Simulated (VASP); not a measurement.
InP (slab)

```
CELL_PARAMETERS angstrom
5.86100 0.00000 0.00000
0.00000 4.14435 0.00000
0.00000 0.00000 22.43306
ATOMIC_POSITIONS crystal
In 0.50000 0.50000 0.22289
In 0.00000 0.00000 0.31526
In 0.50000 0.50000 0.40763
In 0.00000 0.00000 0.50000
In 0.50000 0.50000 0.59237
In 0.00000 0.00000 0.68474
In 0.50000 0.50000 0.77711
P 0.75000 0.00000 0.22289
P 0.25000 0.50000 0.31526
P 0.75000 0.00000 0.40763
P 0.25000 0.50000 0.50000
P 0.75000 0.00000 0.59237
P 0.25000 0.50000 0.68474
P 0.75000 0.00000 0.77711
```

Not relaxed (largest force 1.5 eV/Å).

The calculation used Kohn-Sham DFT of a periodic cell, PBEsol, VASP PAW PBE potentials, recommended in VASP 6.6.1.

In a PAW calculation such maps are meaningful between the atoms, not at the nuclei.

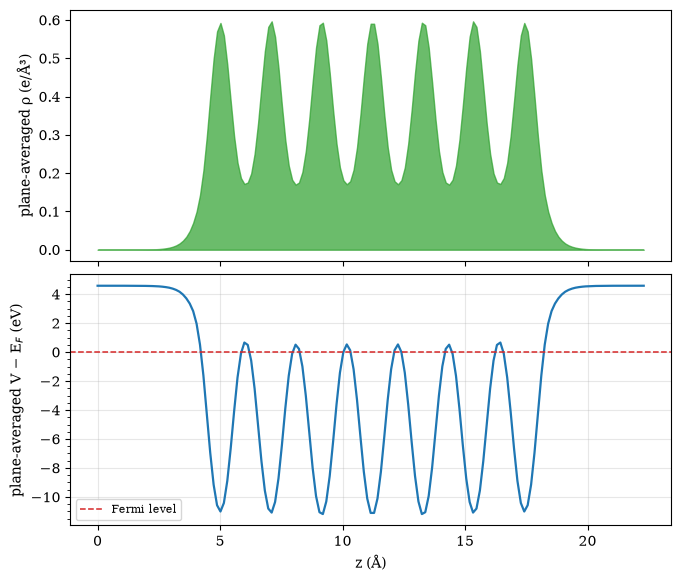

Figure 1. Plane average of the electrostatic potential (local pseudopotential plus Hartree) felt by an electron and of the valence pseudo-density across the slab.

Q: How far above the Fermi level of the calculation is the vacuum level?

A: 4.6 eV. The slab has a gap, so the Fermi level lies inside it and this isn't a work function in the metallic sense.

Q: What are the slab's thickness and the vacuum gap?

A: The outermost nuclei are 12.4 Å apart, in 7 atomic planes; the vacuum between periodic images is 10.0 Å wide.

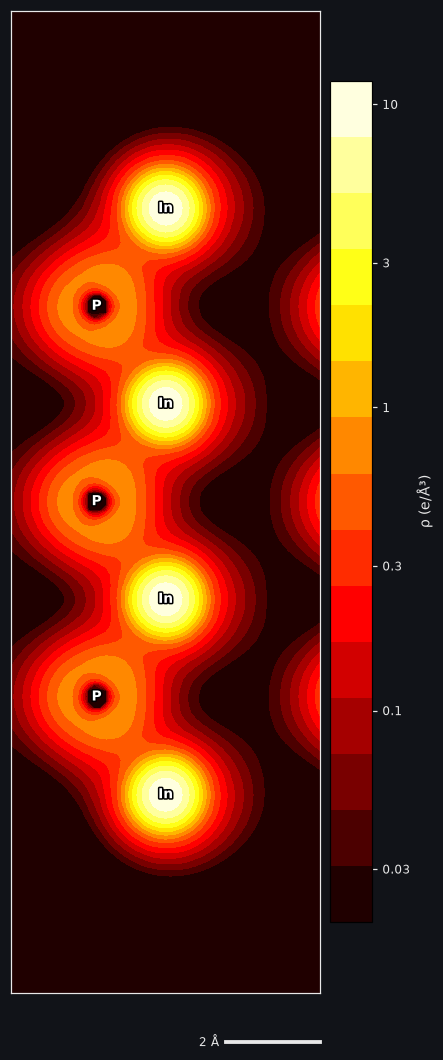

Figure 2. Valence electron density on the (010) plane of the calculation cell, a cut from vacuum to vacuum.

Q: Interpret the plot.

A: The section cuts through In and P sites. In–P (2.54 Å): ρ at the midpoint is about 0.45 e/Å³. The density dies away to nearly zero in the vacuum.
